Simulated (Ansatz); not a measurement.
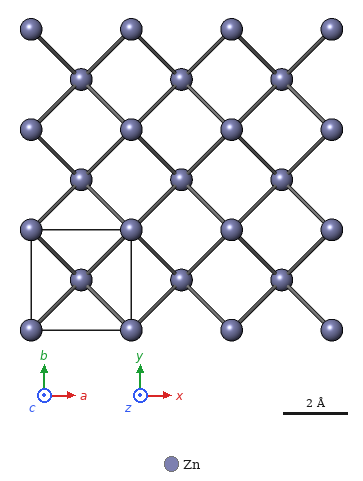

Solid Zn (Im-3m): the cell is strained in shear in the xy plane, with the atoms kept at their fractional coordinates. x, y and z are the Cartesian axes of the input. The picture shows the reference cell. The picture is a ball-and-stick view of the conventional cell (2 times the calculation's cell), repeated 3 × 3 × 2 with one cell outlined, seen along the c axis. Lengths and directions refer to the drawn axes.

Computed with DFT LDA, scalar-relativistic, plane waves, PAW in Ansatz. Settings: plane-wave cutoff 420 eV; k-point mesh 22 × 22 × 22; occupations gaussian; smearing width 0.15 eV; no spin polarisation. Energies (free energies at the smearing named) are counted from the cell as listed in its source, which wasn't relaxed.

Input
```yaml
crystal:
  lattice:
    - [-1.569037, 1.569037, 1.569037]
    - [1.569037, -1.569037, 1.569037]
    - [1.569037, 1.569037, -1.569037]
  atoms:
    - { symbol: Zn, position: [0.0, 0.0, 0.0] }
basis:
  ecutwfc: 420
kpoints:
  mp_grid: { grid: [22, 22, 22] }
hamiltonian:
  xc: lda
scf:
  occupations: { method: gaussian, width: 0.15 }
output:
  forces: true
  stress: true
  eigenvalues: true
```

> Give the energy at each point (the strain: −0.040, −0.030, −0.020, −0.010, 0.000, 0.005, 0.010, 0.015, 0.020, 0.025, 0.030, 0.035, 0.040).

```tsv
engineering shear strain	ΔE (meV/atom)
−0.040	−0.68
−0.030	−0.47
−0.020	−0.26
−0.010	−0.07
0.000	0.00
0.005	−0.02
0.010	−0.07
0.015	−0.16
0.020	−0.26
0.025	−0.36
0.030	−0.47
0.035	−0.57
0.040	−0.68
```

Points that are alike by symmetry were computed once.

The lowest computed point lies at the strain −0.04 and 0.04 (by symmetry) (−0.68 meV/atom). A local maximum lies at 0.00 (0.00 meV/atom). The energy is still falling at the end of the range, so the minimum along this coordinate lies there or beyond. The end points stand at −0.68 meV/atom (−0.04) and −0.68 meV/atom (0.04). The unrelaxed reference is under a pressure of −8.2 GPa. The distortion takes the space group from Im-3m to Fmmm. At the strain −0.04 the cell of the drawing goes a 3.138 → 3.139 Å, b 3.138 → 3.139 Å, γ 90.0° → 92.3°.

As a plot (hollow markers are points alike by symmetry):

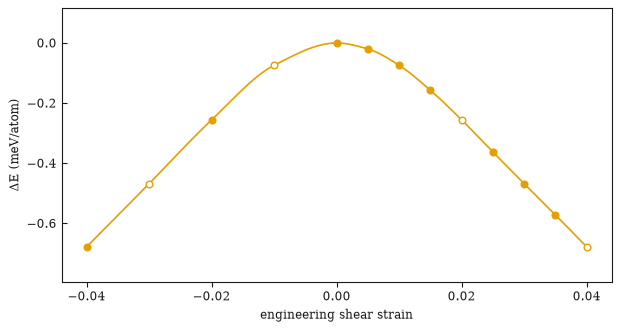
